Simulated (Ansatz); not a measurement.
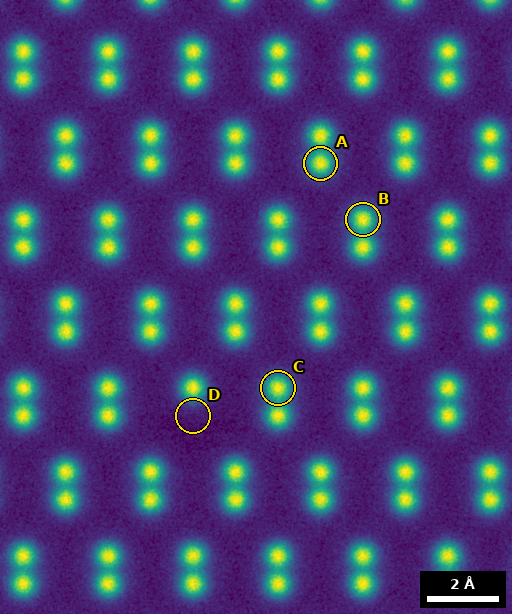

HAADF-like image of W (P6_3/mmc, No. 194) along [101]. Simulation: incoherent imaging, intensity Z^1.7 per atom, probe width 0.50 Å, thin sample. The probe carries 25 % of its weight in a tail 2.5 times as wide. The display is stretched by a gamma of 0.65; percentages refer to the linear signal. Shot noise was added.

The sample is 1 repeat (5.7 Å) thick. One point defect was put into the perfect crystal, without relaxing the atoms around it. Brightness is counted from the darkest point of the image. Host structure: the geometry relaxed at fixed volume with DFT r2SCAN, scalar-relativistic, plane waves, PAW in Ansatz 0.2.0; the starting structure was generated, so it need not be a known form of this composition.

**Which ringed column holds the defect, and does it scatter more or less than its equals?**

D; it scatters less. The column holds 1 atom (W) through the sample, and one W atom is missing, so its peak vanishes.
